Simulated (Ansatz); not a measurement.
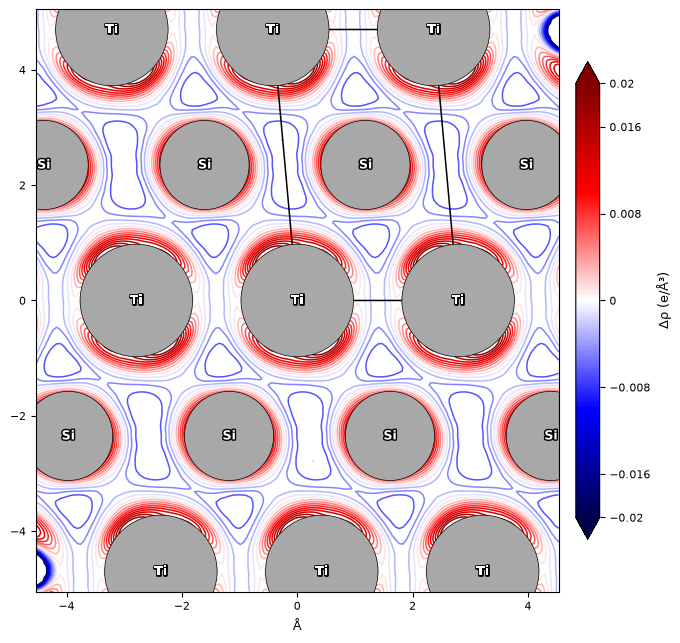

TiSi. Difference of the valence pseudo-densities of two functionals at the same geometry, on the (101̄) plane of the calculation cell: one of LDA and r2SCAN less the other.

Both computed with Ansatz (plane waves, PAW), on the same k-point mesh. Grey discs cover the atomic cores.

```
Ti Si
1.0
     1.81618   -2.11762    0.00000
     1.81618    2.11762    0.00000
     0.00000    0.00000    3.80393
Ti Si
1 1
Direct
  0.50000 0.50000 0.00000
  0.00000 0.00000 0.50000
```

Question: Which was subtracted from which, and what does the map show?

Answer: It is LDA less r2SCAN. Against r2SCAN, LDA gives more density around Ti (+0.007 e/Å³ on average at 1.1 Å from the nucleus).
